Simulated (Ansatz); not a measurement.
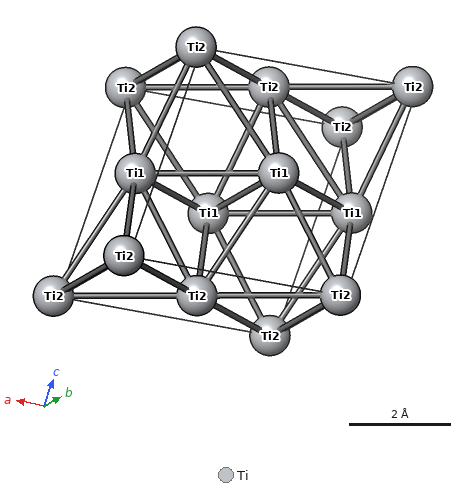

Fig. 1: The structure (ball-and-stick view of the cell 2 times as large as that of the calculation, set on its symmetry axes, seen at an oblique angle; atoms are numbered from 1 in the order of the input). An atom can appear more than once, as a periodic image.

## Ti: a changed input and its effect

System: Ti (C2/m, 2 atoms in the cell).
Method of run A: DFT PBEsol, scalar-relativistic, plane waves, PAW, no spin polarisation (Ansatz 0.2.0).

The structure derives from an entry of the Crystallography Open Database. Text and figures count atoms from 1; the logs count them from 0 in places.

### Input file, run A
```yaml
crystal:
  lattice:
    - [0.0, -2.0279211515, -2.0279211515]
    - [-2.0279211515, 0.0, -2.0279211515]
    - [2.0279211515, 2.0279211515, -4.0558423031]
  atoms:
    - { symbol: Ti, position: [0.4758423572, 0.5483152857, 0.5] }
    - { symbol: Ti, position: [0.0241576428, -0.0483152857, 0.0] }
basis:
  ecutwfc: 420
kpoints:
  mp_grid: { grid: [24, 24, 24] }
hamiltonian:
  xc: pbesol
scf:
  occupations: { method: gaussian, width: 0.15 }
output:
  forces: true
  stress: true
  eigenvalues: true
```

Command:
```bash
ansatz run input.yaml --threads 2 --pin off --max-ram 5120MiB --backend cpu --events-out ev --progress --plain --runs-dir out
```

Hardware: 2 threads of AMD EPYC (Zen 5), 32 GiB of memory available, shared host.

### Output, shortened to warnings, some set-up lines, iterations and results (run A)
```
Basis set: ecut = 420 eV, 663 PW (Γ), exchange–correlation on 40×40×72 points (8 copies of the dense FFT grid, shifted against one another)
Symmetry: 4 space group operations
k-points: 3614 of 13824
Initial density: superposition of atomic densities (neutral atoms: chi_scale 0, normalization atom), corrected by the library's trained network
[...]
SCF iter   1: F=—  HF=-4947.681732 eV  |F-HF|=—  |Δ(HF+E_count)|=         —  Δρ=6.68e-3  dr2=1.06e-2  ethr=1.77e-3  ⟨swp⟩=3.4  Hψ=233155  notcnv=0
SCF iter   2: F=—  HF=-4947.678713 eV  |F-HF|=—  |Δ(HF+E_count)|=   3.02e-3  Δρ=3.13e-3  dr2=2.31e-3  ethr=4.41e-5  ⟨swp⟩=1.4  Hψ=92151  notcnv=0
SCF iter   3: F=—  HF=-4947.678166 eV  |F-HF|=—  |Δ(HF+E_count)|=   5.47e-4  Δρ=3.27e-4  dr2=1.75e-5  ethr=9.61e-6  ⟨swp⟩=2.9  Hψ=102806  notcnv=0
SCF iter   4: F=—  HF=-4947.678176 eV  |F-HF|=—  |Δ(HF+E_count)|=   9.28e-6  Δρ=1.11e-4  dr2=1.24e-5  ethr=7.29e-8  ⟨swp⟩=2.0  Hψ=92790  notcnv=0
SCF iter   5: F=—  HF=-4947.678173 eV  |F-HF|=—  |Δ(HF+E_count)|=   2.72e-6  Δρ=4.06e-5  dr2=1.70e-6  ethr=5.18e-8  ⟨swp⟩=2.0  Hψ=81599  notcnv=0
SCF iter   6: F=-4947.678173 eV  HF=-4947.678173 eV  |F-HF|=1.10e-8  |Δ(HF+E_count)|=   2.86e-7  Δρ=1.21e-5  dr2=3.99e-8  ethr=4.17e-10  ⟨swp⟩=2.6  Hψ=193814  notcnv=0
SCF 1 converged in 6 iterations: F = -4947.678173 eV  dr2 = 3.99e-8
SCF converged after 6 iterations
Free energy (F): -4947.678173 eV
Harris-Foulkes:  -4947.678173 eV  (|F-HF|=1.10e-8)
Internal energy: -4947.640489 eV  (E = F + TS)
E sigma→0 (E₀):  -4947.659331 eV
Entropy (-TS):   -0.037683 eV (-18.842 meV/atom)
Fermi energy:    13.767154 eV
--- Per-component energies (eV) ---
  E_band       = -298.313455
  E_kinetic    = 546.683147
  E_local      = -1584.192326  (includes V_loc(G=0)·N_el)
  E_nonlocal   = 19.178939
  E_hartree    = 652.666752
  E_xc         = -193.876078
  E_vxc        = -243.648675  (∫ρ·V_xc dr)
  E_paw        = -2045.374938  (= ΣΔE_a)
  E_vpaw       = -341.664229  (= ΣTr[D̂ρ^β])
  E_aug_tail   = 0.000229  (compensation charges beyond the density's cutoff)
  E_ewald      = -2343.004983
  E_core_change = 0.278769  (= ΣΔE_core)
  E_smearing   = -0.037683  (= −TS)
  E_closure    = 0.000000  (closes the sum)
  Σ components = -4947.678173   (vs F -4947.678173, Δ=0.00e0)
--- Forces (eV/Å), atoms counted from 1 ---
  atom   1  Ti     0.13476324    -0.08240595     0.08240595
  atom   2  Ti    -0.13476324     0.08240595    -0.08240595
  max |Σ_I F_I| component: 0.00e0 eV/Å
--- Stress (GPa, compression-positive) ---
       -0.414958      -0.388450       0.388450
       -0.388450       0.047194      -0.188568
        0.388450      -0.188568       0.047194
  P = ⅓ Tr σ = -0.1069 GPa (-1.069 kbar)
```

For run B the input was changed thus:
```diff
-    - { symbol: Ti, position: [0.4758423572, 0.5483152857, 0.5] }
-    - { symbol: Ti, position: [0.0241576428, -0.0483152857, 0.0] }
+    - { symbol: Ti, position: [0.5181182321, 0.4637635358, 0.5] }
+    - { symbol: Ti, position: [-0.0181182321, 0.0362364642, 0.0] }
```

What does this change do to the results?

With the same functional and potentials, run B lies 4.7 meV per atom lower. The largest force goes from 0.178 to 0.133 eV/Å. The number of SCF iterations is the same.

### Output, shortened to warnings, some set-up lines, iterations and results (run B)
```
Basis set: ecut = 420 eV, 663 PW (Γ), exchange–correlation on 40×40×72 points (8 copies of the dense FFT grid, shifted against one another)
Symmetry: 4 space group operations
k-points: 3614 of 13824
Initial density: superposition of atomic densities (neutral atoms: chi_scale 0, normalization atom), corrected by the library's trained network
[...]
SCF iter   1: F=—  HF=-4947.691114 eV  |F-HF|=—  |Δ(HF+E_count)|=         —  Δρ=6.72e-3  dr2=1.09e-2  ethr=1.77e-3  ⟨swp⟩=3.4  Hψ=233007  notcnv=0
SCF iter   2: F=—  HF=-4947.688039 eV  |F-HF|=—  |Δ(HF+E_count)|=   3.08e-3  Δρ=3.13e-3  dr2=2.33e-3  ethr=4.53e-5  ⟨swp⟩=1.4  Hψ=93139  notcnv=0
SCF iter   3: F=—  HF=-4947.687480 eV  |F-HF|=—  |Δ(HF+E_count)|=   5.59e-4  Δρ=3.07e-4  dr2=1.29e-5  ethr=9.70e-6  ⟨swp⟩=3.0  Hψ=105709  notcnv=0
SCF iter   4: F=—  HF=-4947.687490 eV  |F-HF|=—  |Δ(HF+E_count)|=   9.10e-6  Δρ=6.73e-5  dr2=2.36e-6  ethr=5.37e-8  ⟨swp⟩=2.2  Hψ=93051  notcnv=0
SCF iter   5: F=—  HF=-4947.687489 eV  |F-HF|=—  |Δ(HF+E_count)|=   3.03e-7  Δρ=3.23e-5  dr2=1.29e-6  ethr=9.84e-9  ⟨swp⟩=2.0  Hψ=91988  notcnv=0
SCF iter   6: F=-4947.687489 eV  HF=-4947.687489 eV  |F-HF|=7.26e-9  |Δ(HF+E_count)|=   2.61e-7  Δρ=9.52e-6  dr2=2.89e-8  ethr=4.17e-10  ⟨swp⟩=2.3  Hψ=191829  notcnv=0
SCF 1 converged in 6 iterations: F = -4947.687489 eV  dr2 = 2.89e-8
SCF converged after 6 iterations
Free energy (F): -4947.687489 eV
Harris-Foulkes:  -4947.687489 eV  (|F-HF|=7.26e-9)
Internal energy: -4947.649908 eV  (E = F + TS)
E sigma→0 (E₀):  -4947.668699 eV
Entropy (-TS):   -0.037580 eV (-18.790 meV/atom)
Fermi energy:    13.775205 eV
--- Per-component energies (eV) ---
  E_band       = -298.318528
  E_kinetic    = 546.635164
  E_local      = -1583.242162  (includes V_loc(G=0)·N_el)
  E_nonlocal   = 19.120181
  E_hartree    = 652.211160
  E_xc         = -193.875888
  E_vxc        = -243.647685  (∫ρ·V_xc dr)
  E_paw        = -2045.337870  (= ΣΔE_a)
  E_vpaw       = -341.603264  (= ΣTr[D̂ρ^β])
  E_aug_tail   = 0.000227  (compensation charges beyond the density's cutoff)
  E_ewald      = -2343.439489
  E_core_change = 0.278769  (= ΣΔE_core)
  E_smearing   = -0.037580  (= −TS)
  E_closure    = 0.000000  (closes the sum)
  Σ components = -4947.687489   (vs F -4947.687489, Δ=0.00e0)
--- Forces (eV/Å), atoms counted from 1 ---
  atom   1  Ti    -0.10479029     0.05835121    -0.05835121
  atom   2  Ti     0.10479029    -0.05835121     0.05835121
  max |Σ_I F_I| component: 6.94e-18 eV/Å
--- Stress (GPa, compression-positive) ---
       -0.207545      -0.218211       0.218211
       -0.218211       0.055222      -0.115936
        0.218211      -0.115936       0.055222
  P = ⅓ Tr σ = -0.0324 GPa (-0.324 kbar)
```

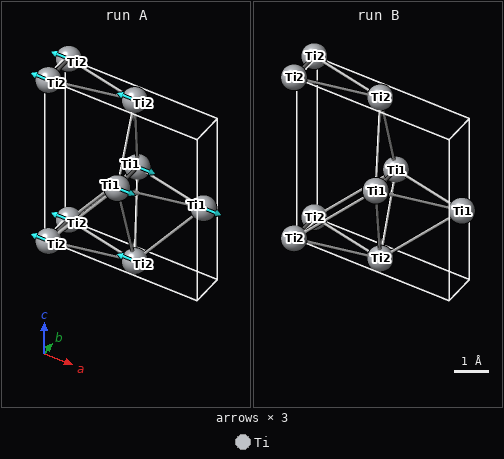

Fig. 2: The two input geometries at one scale (ball-and-stick view of the cell 2 times as large as that of the calculation, set on its symmetry axes, seen slightly off an axis). The teal arrows on the first give the shifts of the atoms relative to the cell, with their mean removed, magnified 3 times. The largest moves, 0.21 Å, are those of Ti1 and Ti2. (The mean shift of all atoms is removed.) The cell doesn't change. Among the contacts that change: Ti1–Ti2 3.013 → 2.768 Å.

### The two runs side by side

| quantity | run A | run B |
| --- | --- | --- |
| outcome | converged | converged |
| free energy per atom (eV) | −2473.8391 | −2473.8437 |
| energy per atom, smearing taken to zero (eV) | −2473.8297 | −2473.8343 |
| gap on the mesh (eV) | 0.00 | 0.00 |
| pressure (GPa) | −0.11 | −0.03 |
| largest force (eV/Å) | 0.178 | 0.133 |
| SCF iterations | 6 | 6 |
| irreducible k-points | 3614 | 3614 |
| plane waves at Γ | 663 | 663 |
| wall time (shared host) | 21 s | 16 s |
